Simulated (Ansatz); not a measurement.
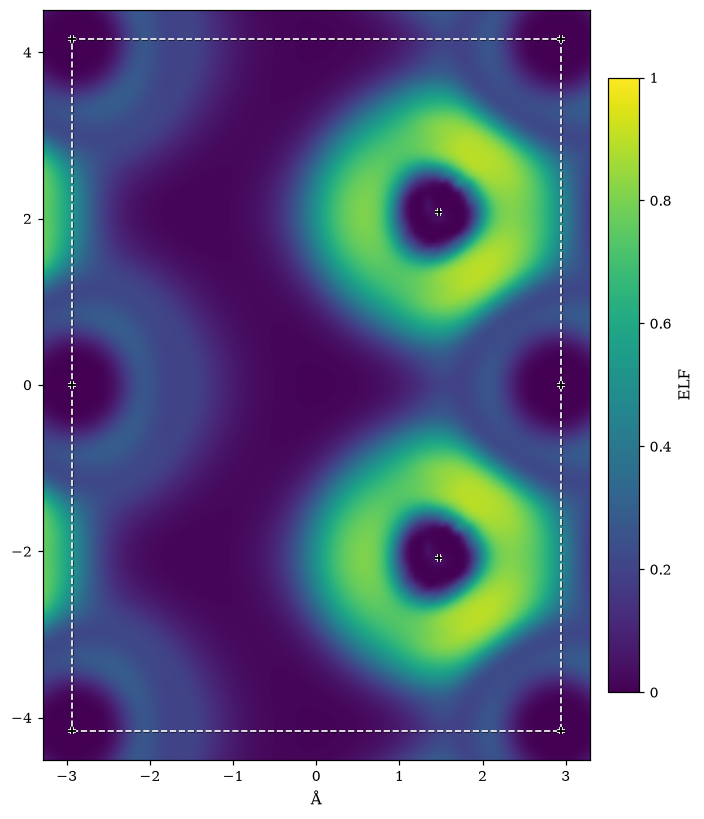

The ELF on a plane through atoms (crosses mark nuclei in the plane).

Level of theory: Ansatz, DFT PBEsol, scalar-relativistic, plane waves, PAW.

Candidates:
A. InP, a = 5.88 Å, b = 5.88 Å, c = 5.88 Å, α = 90.00°, β = 90.00°, γ = 90.00°. Space group F-43m.
B. Ti, a = 2.95 Å, b = 2.95 Å, c = 4.83 Å, α = 90.00°, β = 90.00°, γ = 120.00°. Space group P6₃/mmc; changed on purpose from its base cell (strain +0.000 along x and y, +0.030 along z, atoms carried along); computed pressure about −9 GPa in this cell; computed without spin polarisation.
C. Sr, a = 11.87 Å, b = 11.87 Å, c = 4.42 Å, α = 90.00°, β = 90.00°, γ = 120.00°. Space group P6/mmm; a structure from a database of computed crystals, not necessarily the ambient phase; changed on purpose from its base cell (strain +0.080 along x and y, +0.000 along z, atoms carried along).

Which system is this?

Candidate A: InP on the (110) plane of the conventional cell, which holds In and P. In–P (2.55 Å): the ELF peaks at about 0.90 in the valence shell of P, 0.9 Å from its nucleus, and is about 0.55 at the midpoint.
